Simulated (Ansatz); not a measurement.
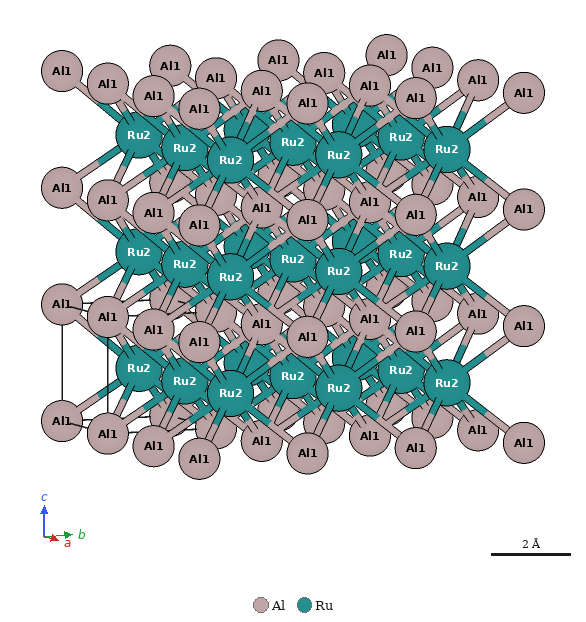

**Figure 1.** The input geometry of the first run (ball-and-stick view of the cell of the calculation, repeated 3 × 3 × 3, seen slightly off an axis; atoms are numbered from 1 in the order of the input). An atom can appear more than once, as a periodic image.

## AlRu: one change and its effect

System: AlRu (2 atoms in the cell).
Method of the first run: DFT r2SCAN, scalar-relativistic, plane waves, PAW, no spin polarisation (Ansatz 0.2.0).

The structure derives from an entry of the Crystallography Open Database. Text and figures count atoms from 1; the logs count them from 0 in places.

### The input, the first run
```yaml
crystal:
  lattice:
    - [2.9826244058, 0.0, 0.0]
    - [0.0, 2.9826244058, 0.0]
    - [0.0, 0.0, 2.9826244058]
  atoms:
    - { symbol: Al, position: [0.0, 0.0, 0.0] }
    - { symbol: Ru, position: [0.5, 0.5, 0.4832362399] }
basis:
  ecutwfc: 500
kpoints:
  mp_grid: { grid: [20, 20, 20] }
hamiltonian:
  xc: r2scan
scf:
  occupations: { method: gaussian, width: 0.15 }
output:
  forces: true
  stress: true
  eigenvalues: true
```

Command:
```bash
ansatz run input.yaml --threads 1 --pin off --max-ram 2560MiB --backend cpu --events-out ev --progress --plain --runs-dir out
```

Hardware: 1 thread of Intel Xeon @ 2.70GHz, 189 GiB of memory available, shared host.

### Output, shortened to warnings, some set-up lines, iterations and results (the first run)
```
Basis set: ecut = 500 eV, 691 PW (Γ), exchange–correlation on 96×96×96 points (64 copies of the dense FFT grid, shifted against one another)
Symmetry: 8 space group operations
k-points: 726 of 8000 (time reversal used)
Initial density: superposition of atomic densities (neutral atoms: chi_scale 0, normalization atom), corrected by the library's trained network
[...]
SCF iter   1: F=—  HF=-6432.521523 eV  |F-HF|=—  |Δ(HF+E_count)|=         —  Δρ=7.03e-3  dr2=6.45e-3  dr2_τ=2.26e-2  ethr=1.77e-3  ⟨swp⟩=4.9  Hψ=53915  notcnv=0
SCF iter   2: F=—  HF=-6432.540476 eV  |F-HF|=—  |Δ(HF+E_count)|=   1.90e-2  Δρ=3.88e-3  dr2=2.58e-3  dr2_τ=7.97e-5  ethr=3.40e-5  ⟨swp⟩=2.0  Hψ=23023  notcnv=0
SCF iter   3: F=—  HF=-6432.540760 eV  |F-HF|=—  |Δ(HF+E_count)|=   2.84e-4  Δρ=3.24e-3  dr2=3.81e-3  dr2_τ=2.86e-4  ethr=1.36e-5  ⟨swp⟩=2.0  Hψ=14056  notcnv=0
SCF iter   4: F=—  HF=-6432.539935 eV  |F-HF|=—  |Δ(HF+E_count)|=   8.25e-4  Δρ=4.19e-4  dr2=2.35e-5  dr2_τ=6.17e-6  ethr=1.36e-5  ⟨swp⟩=2.4  Hψ=14841  notcnv=0
SCF iter   5: F=—  HF=-6432.539936 eV  |F-HF|=—  |Δ(HF+E_count)|=   9.17e-7  Δρ=1.43e-4  dr2=5.26e-6  dr2_τ=3.39e-7  ethr=1.24e-7  ⟨swp⟩=2.8  Hψ=16820  notcnv=0
SCF iter   6: F=-6432.539936 eV  HF=-6432.539936 eV  |F-HF|=5.97e-9  |Δ(HF+E_count)|=   4.20e-7  Δρ=1.98e-5  dr2=4.28e-8  dr2_τ=1.23e-8  ethr=5.26e-10  ⟨swp⟩=3.8  Hψ=47721  …
SCF 1 converged in 6 iterations: F = -6432.539936 eV  dr2 = 4.28e-8
SCF converged after 6 iterations
Free energy (F): -6432.539936 eV
Harris-Foulkes:  -6432.539936 eV  (|F-HF|=5.97e-9)
Internal energy: -6432.522140 eV  (E = F + TS)
E sigma→0 (E₀):  -6432.531038 eV
Entropy (-TS):   -0.017796 eV (-8.898 meV/atom)
Fermi energy:    16.132645 eV
--- Per-component energies (eV) ---
  E_band       = -133.410862
  E_kinetic    = 543.676990
  E_local      = -1789.079688  (includes V_loc(G=0)·N_el)
  E_nonlocal   = 353.945524
  E_hartree    = 636.303113
  E_xc         = -223.049748
  E_vxc        = -301.626355  (∫ρ·V_xc dr)
  E_paw        = -3953.256852  (= ΣΔE_a)
  E_vpaw       = -233.551516  (= ΣTr[D̂ρ^β])
  E_aug_tail   = 0.000091  (compensation charges beyond the density's cutoff)
  E_vtau       = 20.624515  (kinetic-family band-sum trace: ∫τ·v_τ [+ j·A + Jᵃ·Aᵃ] dr)
  E_ewald      = -2000.690507
  E_core_change = -0.371064  (= ΣΔE_core)
  E_smearing   = -0.017796  (= −TS)
  E_closure    = -0.000000  (closes the sum)
  Σ components = -6432.539936   (vs F -6432.539936, Δ=0.00e0)
--- Forces (eV/Å), atoms counted from 1 ---
  atom   1  Al     0.00000000     0.00000000    -0.40844226
  atom   2  Ru    -0.00000000     0.00000000     0.40843478
  max |Σ_I F_I| component: 7.48e-6 eV/Å
--- Stress (GPa, compression-positive) ---
        0.246099       0.000000       0.000000
        0.000000       0.246099       0.000000
        0.000000       0.000000       0.040755
  P = ⅓ Tr σ = 0.1777 GPa (1.777 kbar)
```

The input of the second run differs as follows (lines with − go, lines with + come):
```diff
-    - { symbol: Ru, position: [0.5, 0.5, 0.4832362399] }
+    - { symbol: Ru, position: [0.5, 0.5, 0.5125728201] }
```

How does the second run compare with the first run?

With the same functional and potentials, the second run lies 2.2 meV per atom lower. The largest force goes from 0.408 to 0.306 eV/Å. The number of SCF iterations is the same.

### Output, shortened to warnings, some set-up lines, iterations and results (the second run)
```
Basis set: ecut = 500 eV, 691 PW (Γ), exchange–correlation on 96×96×96 points (64 copies of the dense FFT grid, shifted against one another)
Symmetry: 8 space group operations
k-points: 726 of 8000 (time reversal used)
Initial density: superposition of atomic densities (neutral atoms: chi_scale 0, normalization atom), corrected by the library's trained network
[...]
SCF iter   1: F=—  HF=-6432.526036 eV  |F-HF|=—  |Δ(HF+E_count)|=         —  Δρ=7.03e-3  dr2=6.47e-3  dr2_τ=2.26e-2  ethr=1.77e-3  ⟨swp⟩=4.9  Hψ=53860  notcnv=0
SCF iter   2: F=—  HF=-6432.544948 eV  |F-HF|=—  |Δ(HF+E_count)|=   1.89e-2  Δρ=3.87e-3  dr2=2.58e-3  dr2_τ=8.00e-5  ethr=3.40e-5  ⟨swp⟩=2.0  Hψ=23013  notcnv=0
SCF iter   3: F=—  HF=-6432.545222 eV  |F-HF|=—  |Δ(HF+E_count)|=   2.75e-4  Δρ=3.23e-3  dr2=3.78e-3  dr2_τ=2.85e-4  ethr=1.36e-5  ⟨swp⟩=2.0  Hψ=14052  notcnv=0
SCF iter   4: F=—  HF=-6432.544403 eV  |F-HF|=—  |Δ(HF+E_count)|=   8.19e-4  Δρ=4.18e-4  dr2=2.35e-5  dr2_τ=6.14e-6  ethr=1.36e-5  ⟨swp⟩=2.4  Hψ=14775  notcnv=0
SCF iter   5: F=—  HF=-6432.544404 eV  |F-HF|=—  |Δ(HF+E_count)|=   1.37e-6  Δρ=1.43e-4  dr2=5.24e-6  dr2_τ=3.38e-7  ethr=1.24e-7  ⟨swp⟩=2.8  Hψ=16810  notcnv=0
SCF iter   6: F=-6432.544404 eV  HF=-6432.544404 eV  |F-HF|=5.70e-9  |Δ(HF+E_count)|=   4.14e-7  Δρ=1.97e-5  dr2=4.27e-8  dr2_τ=1.23e-8  ethr=5.26e-10  ⟨swp⟩=3.8  Hψ=47650  …
SCF 1 converged in 6 iterations: F = -6432.544404 eV  dr2 = 4.27e-8
SCF converged after 6 iterations
Free energy (F): -6432.544404 eV
Harris-Foulkes:  -6432.544404 eV  (|F-HF|=5.70e-9)
Internal energy: -6432.526621 eV  (E = F + TS)
E sigma→0 (E₀):  -6432.535513 eV
Entropy (-TS):   -0.017783 eV (-8.892 meV/atom)
Fermi energy:    16.133406 eV
--- Per-component energies (eV) ---
  E_band       = -133.405088
  E_kinetic    = 543.658742
  E_local      = -1788.953640  (includes V_loc(G=0)·N_el)
  E_nonlocal   = 353.936417
  E_hartree    = 636.251189
  E_xc         = -223.045746
  E_vxc        = -301.620540  (∫ρ·V_xc dr)
  E_paw        = -3953.252508  (= ΣΔE_a)
  E_vpaw       = -233.545801  (= ΣTr[D̂ρ^β])
  E_aug_tail   = 0.000091  (compensation charges beyond the density's cutoff)
  E_vtau       = 20.623933  (kinetic-family band-sum trace: ∫τ·v_τ [+ j·A + Jᵃ·Aᵃ] dr)
  E_ewald      = -2000.750101
  E_core_change = -0.371064  (= ΣΔE_core)
  E_smearing   = -0.017783  (= −TS)
  E_closure    = -0.000000  (closes the sum)
  Σ components = -6432.544404   (vs F -6432.544404, Δ=0.00e0)
--- Forces (eV/Å), atoms counted from 1 ---
  atom   1  Al    -0.00000000     0.00000000     0.30643424
  atom   2  Ru     0.00000000     0.00000000    -0.30642249
  max |Σ_I F_I| component: 1.17e-5 eV/Å
--- Stress (GPa, compression-positive) ---
        0.129608       0.000000       0.000000
        0.000000       0.129608       0.000000
        0.000000       0.000000       0.014152
  P = ⅓ Tr σ = 0.0911 GPa (0.911 kbar)
```

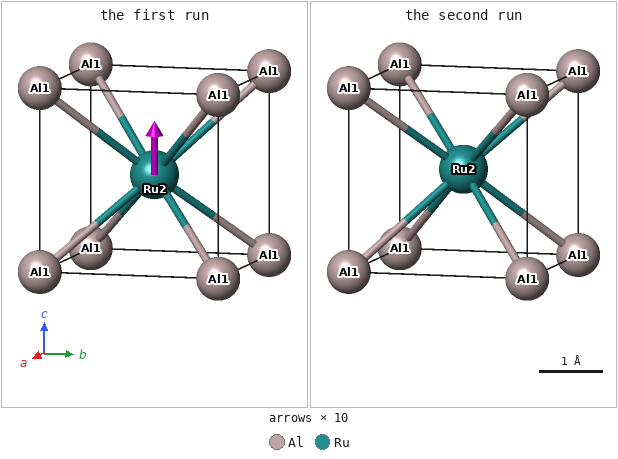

**Figure 2.** The two input geometries at one scale (ball-and-stick view of the cell of the calculation, seen slightly off an axis). The pink arrows on the first give the shifts of the atoms relative to the cell, magnified 10 times. Ru2 moves most: 0.088 Å. Al stays in place. The cell doesn't change. Among the contacts that change: Al1–Ru2 2.612 → 2.562 Å.

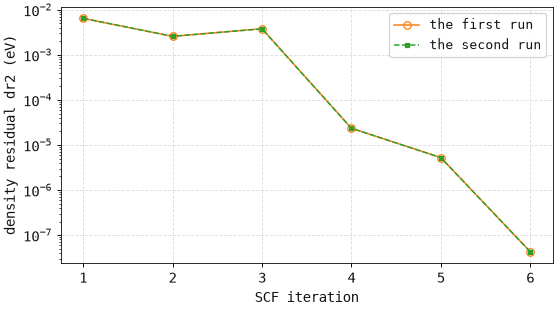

**Figure 3.** Convergence of the two runs: density residual dr2 against the SCF iteration. The first run takes 6 iterations in all, and the second run takes 6.

### The two runs side by side

| quantity | the first run | the second run |
| --- | --- | --- |
| outcome | converged | converged |
| free energy per atom (eV) | −3216.2700 | −3216.2722 |
| energy per atom, smearing taken to zero (eV) | −3216.2655 | −3216.2678 |
| gap on the mesh (eV) | 0.00 | 0.00 |
| pressure (GPa) | 0.18 | 0.09 |
| largest force (eV/Å) | 0.408 | 0.306 |
| SCF iterations | 6 | 6 |
| irreducible k-points | 726 | 726 |
| plane waves at Γ | 691 | 691 |
| wall time (shared host) | 41 s | 56 s |
